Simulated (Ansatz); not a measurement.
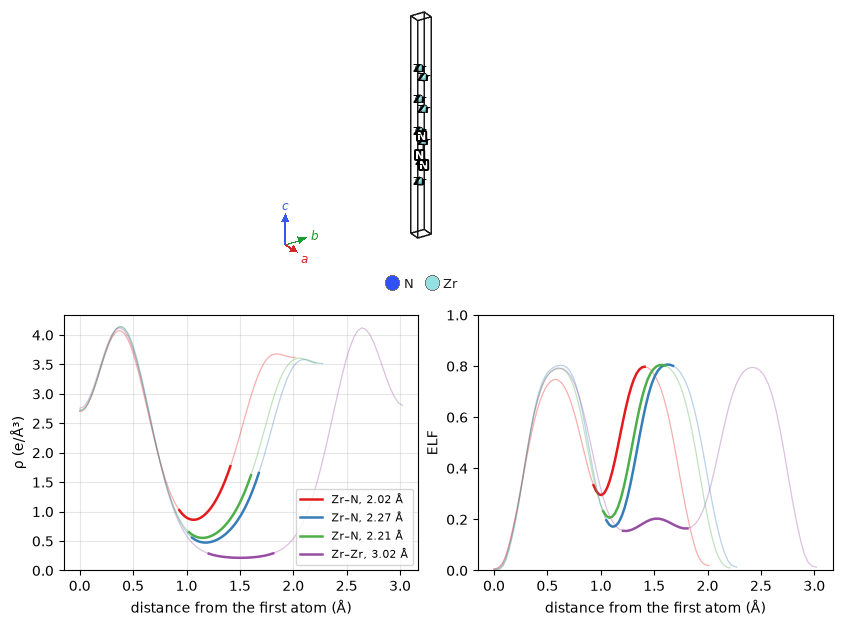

Figure. Zr2N (interface cell). Valence pseudo-density and ELF along straight lines between neighbouring atoms. Thin, pale parts lie inside the atomic spheres. The structure is drawn too.

Method: DFT PBEsol, scalar-relativistic, plane waves, PAW (Ansatz 0.2.0).

In a PAW calculation such maps are meaningful between the atoms, not at the nuclei.

### What can be read from the curves?

Zr–N (2.02 Å): ρ is about 0.89 e/Å³ halfway; the ELF peaks at about 0.80 in the valence shell of N, 0.6 Å from its nucleus, and drops to about 0.30 between the two atoms; no localised pair shows between them.
Zr–N (2.27 Å): the density is about 0.48 e/Å³ at the midpoint; the ELF peaks at about 0.80 in the valence shell of N, 0.7 Å from its nucleus, and drops to about 0.15 between the two atoms: no localised pair shows between them.
Zr–N (2.21 Å): ρ is about 0.56 e/Å³ halfway; the ELF peaks at about 0.80 in the valence shell of N, 0.6 Å from its nucleus, and drops to about 0.20 between the two atoms: no shared electron pair shows on this line.
Zr–Zr (3.02 Å): ρ at the midpoint is about 0.22 e/Å³; the ELF is about 0.20 at the midpoint; no shared electron pair shows on this line.
